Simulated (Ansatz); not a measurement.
Se

```xyz
4
Lattice="4.2586 0.0000 0.0000 0.0000 4.2586 0.0000 0.0000 0.0000 4.2586" Properties=species:S:1:pos:R:3 pbc="T T T"
Se    0.0000    0.0000    0.0000
Se    2.1293    2.1293    0.0000
Se    2.1293    0.0000    2.1293
Se    0.0000    2.1293    2.1293
```

Space group Fm-3m; set up as Se, fcc; a generated structure, not necessarily the stable one.

Computed with DFT, PBEsol, plane waves (420 eV) with PAW, scalar-relativistic (Ansatz 0.2.0).

The density is the valence pseudo-density of a PAW calculation; it isn't the true density close to the nuclei.

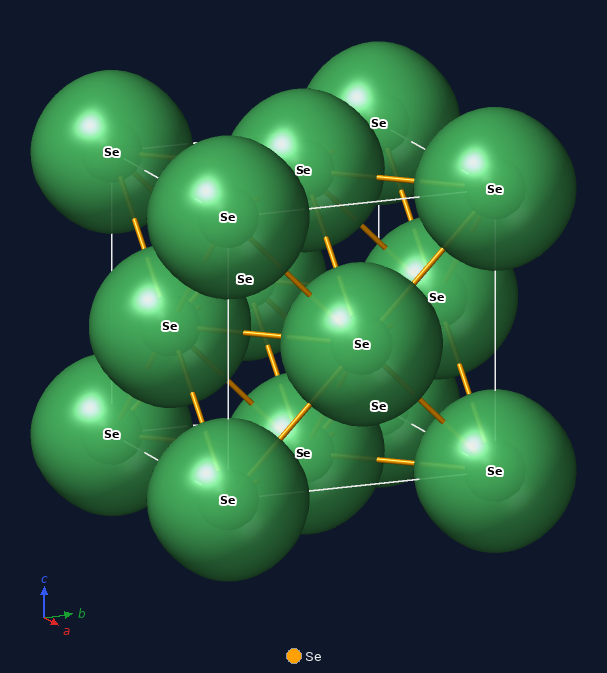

Figure 1. Isosurface of the electron localisation function at 0.55 (green), seen slightly off an axis. Only the valence region is drawn (cores and ρ < 0.01 e/Å³ removed). Sticks mark near contacts.

Where are the electrons localised?

Answer. The surface consists of four regions wrapped around Se (the valence shell of each), counted in one cell of 4 atoms. Any copies at cell faces, edges or corners count once. Profiles from the grid: Se–Se (3.01 Å): the ELF is about 0.25 at the midpoint.

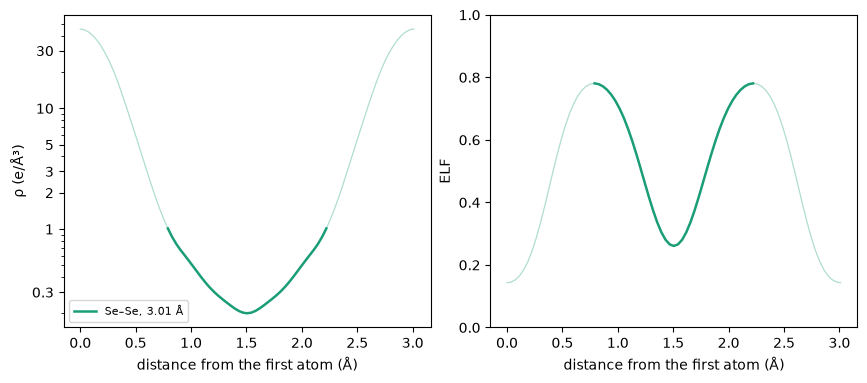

Figure 2. Valence charge density (pseudo) and electron localisation function along straight lines between neighbouring atoms. Thin, pale parts lie inside the atomic spheres.

What can be read from the curves?

Answer. Se–Se (3.01 Å): ρ at the midpoint is about 0.2 e/Å³; the ELF is about 0.25 at the midpoint.

Does the calculation make it a metal, or give it a gap?

Answer. It is gapless in this calculation (a metal or semimetal).
